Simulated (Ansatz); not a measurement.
```yaml
crystal:
  lattice:
    - [7.41617, 0.00000, 0.00000]
    - [0.00000, 7.41617, 0.00000]
    - [0.00000, 0.00000, 7.41617]
  atoms:
    - { symbol: Sn, position: [0.50000, 0.00000, 0.00000] }
    - { symbol: Sn, position: [0.00000, 0.50000, 0.00000] }
    - { symbol: Sn, position: [0.00000, 0.00000, 0.50000] }
    - { symbol: Sn, position: [0.50000, 0.50000, 0.50000] }
    - { symbol: Sn, position: [0.75000, 0.25000, 0.25000] }
    - { symbol: Sn, position: [0.25000, 0.75000, 0.25000] }
    - { symbol: Sn, position: [0.25000, 0.25000, 0.75000] }
    - { symbol: Sn, position: [0.75000, 0.75000, 0.75000] }
    - { symbol: Sn, position: [0.25000, 0.25000, 0.25000] }
    - { symbol: Sn, position: [0.75000, 0.75000, 0.25000] }
    - { symbol: Sn, position: [0.75000, 0.25000, 0.75000] }
    - { symbol: Sn, position: [0.25000, 0.75000, 0.75000] }
    - { symbol: Se, position: [0.00000, 0.00000, 0.00000] }
    - { symbol: Se, position: [0.50000, 0.50000, 0.00000] }
    - { symbol: Se, position: [0.50000, 0.00000, 0.50000] }
    - { symbol: Se, position: [0.00000, 0.50000, 0.50000] }
```

Space group Fm-3m; a structure from a database of computed crystals, not necessarily the ambient phase.

Computed with Kohn-Sham DFT of a periodic cell, PBE, Ansatz PAW (Ansatz).

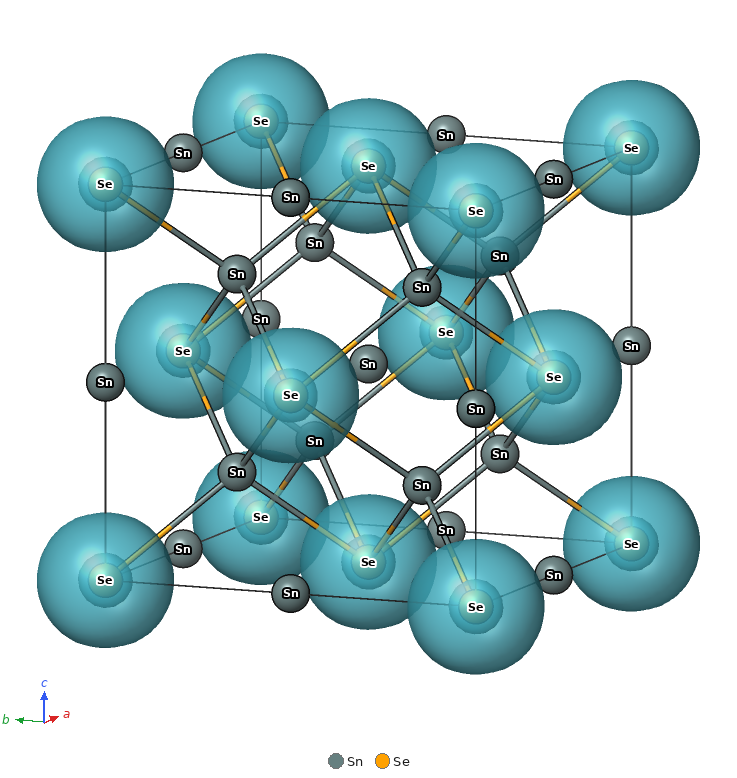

Sn$_{3}$Se. Isosurface of the electron localisation function at 0.6 (cyan), seen at an oblique angle. Core shells and regions of very low density are left out. Sticks mark near contacts.

In a PAW calculation such maps are meaningful between the atoms, not at the nuclei.

### What do the ELF domains correspond to?

The surface consists of four regions wrapped around Se (the valence shell of each), counted in one cell of 16 atoms. Any copies at cell faces, edges or corners count once.

Values along the shortest contacts:
Sn–Se (3.21 Å): the ELF is about 0.25 at the midpoint.

### Does the calculation give a band gap?

It is metallic or semimetallic at this level of theory: no gap opens.
